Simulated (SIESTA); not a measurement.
System: GaSb (space group F-43m).

How it was computed, with SIESTA 5.4.2: DFT in numerical atomic orbitals with pseudopotentials, no spin polarisation; energies at scaled volumes of the given cell, shape and fractions fixed, counted from the fit's minimum, third-order Birch-Murnaghan fit. All runs: no spin polarisation.

- k mesh: 8×8×8
- occupations: Fermi–Dirac
- smearing width: 0.05 eV
- potentials: PseudoDojo 0.4 standard, converted to PSML, two zetas on semicore shells

What does the calculation give for the energy against volume, with one curve for each functional? The cases: PBE + D3(BJ); LDA; PBE.

The fitted equilibrium volumes, smallest first, are LDA 27.712, PBE + D3(BJ) 28.836, PBE 30.139 Å³/atom. The fitted bulk moduli, smallest first, are PBE 39.6, PBE + D3(BJ) 48.5, LDA 53.7 GPa.

PBE + D3(BJ):
```tsv
volume (Å³/atom)	energy (meV/atom)
26.91	23.15
27.48	10.77
28.05	3.37
28.62	0.46
29.20	0.64
29.77	4.09
30.34	10.60
```

LDA:
```tsv
volume (Å³/atom)	energy (meV/atom)
26.91	4.14
27.48	0.31
28.05	0.70
28.62	4.76
29.20	12.13
29.77	22.47
30.34	35.49
```

PBE:
```tsv
volume (Å³/atom)	energy (meV/atom)
26.91	56.79
27.48	36.40
28.05	21.27
28.62	10.91
29.20	3.91
29.77	0.43
30.34	0.24
```

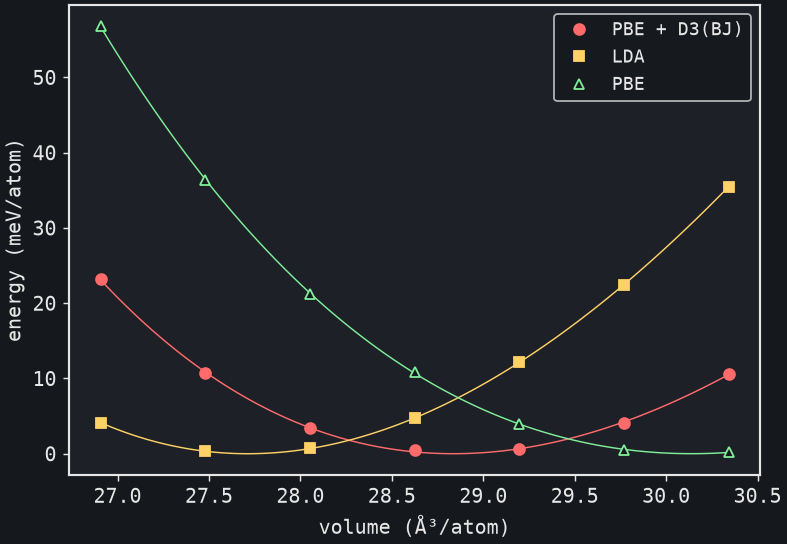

Keep in mind: mulliken charges of long orbitals.
